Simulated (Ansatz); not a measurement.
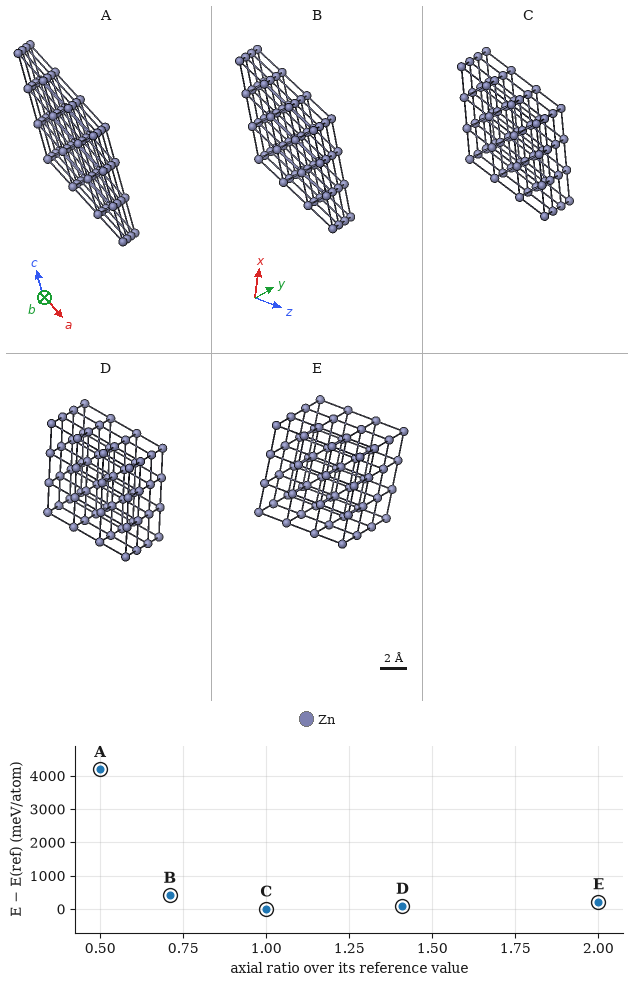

A scan of a crystal of Zn (Im-3m): the ratio of the cell's length along [111] to its lengths across, counted as 1 for the reference, is changed at fixed volume (a trigonal path), with the atoms kept at their fractional coordinates. x, y and z are the Cartesian axes of the input. The lettered frames are marked on the plot. The picture is a ball-and-stick view of the cell of the calculation, repeated 3 × 3 × 3 with one cell outlined, seen slightly off an axis.

Level of theory: Ansatz, DFT r2SCAN, scalar-relativistic, plane waves, PAW. (plane-wave cutoff 500 eV; k-point mesh 24 × 24 × 24; occupations gaussian; smearing width 0.15 eV; no spin polarisation). Energies (free energies at the smearing named) are counted from the cell as listed in its source, which wasn't relaxed.

> Read off the main features of the energy profile.

The lowest computed point lies at the relative ratio 1.00 (0 meV/atom). At the ends of the scan the energy is 4190 meV/atom (0.50) and 219 meV/atom (2.00). The unrelaxed reference is under a pressure of −4.9 GPa. The distortion takes the space group from Im-3m to R-3m, except for Pm-3m at 2.00. At the relative ratio 2.00 the cell of the drawing goes a 2.718 → 2.491 Å, b 2.718 → 2.491 Å, c 2.718 → 2.491 Å, α 109.5° → 90.0°, β 109.5° → 90.0°, γ 109.5° → 90.0°.
